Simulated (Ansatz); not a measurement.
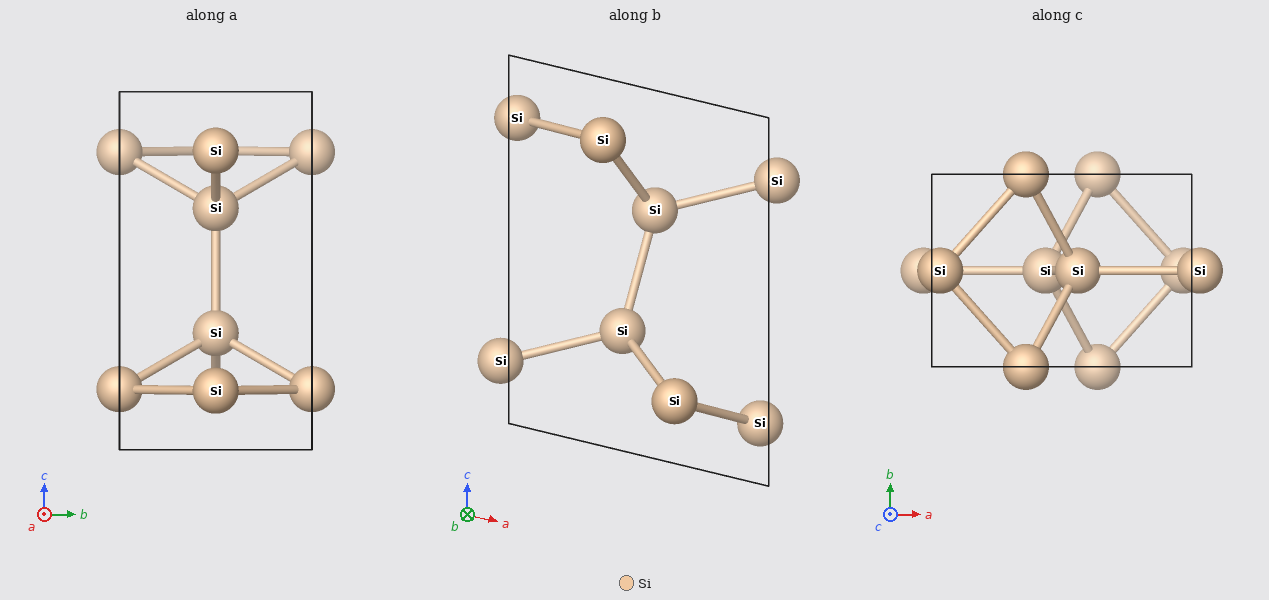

A ball-and-stick rendering, viewed along the a axis, along the b axis and along the c axis. The wireframe shows the conventional unit cell.

Lattice parameters: a = 5.0120 Å, b = 3.6120 Å, c = 6.9120 Å, α = 90.000°, β = 103.567°, γ = 90.000°.

**Reconstruct the structure as a CIF in P1 with every atom of the cell, with free fractional coordinates to two decimals.**

```cif
data_structure
_symmetry_space_group_name_H-M 'P 1'
_symmetry_Int_Tables_number 1
_cell_length_a 5.0120
_cell_length_b 3.6120
_cell_length_c 6.9120
_cell_angle_alpha 90.000
_cell_angle_beta 103.567
_cell_angle_gamma 90.000
_cell_volume 121.64
loop_
_atom_site_label
_atom_site_type_symbol
_atom_site_fract_x
_atom_site_fract_y
_atom_site_fract_z
_atom_site_occupancy
Si1 Si 0.97 0.50 0.16 1
Si2 Si 0.56 0.50 0.67 1
Si3 Si 0.44 0.50 0.33 1
Si4 Si 0.03 0.50 0.84 1
Si5 Si 0.64 0.00 0.17 1
Si6 Si 0.36 0.00 0.83 1
```

The model was built from a structure type filled with this element by a generator (whether the element takes this form wasn't checked). A relaxation with DFT PBE, scalar-relativistic, plane waves, PAW (Ansatz) gave the geometry drawn.
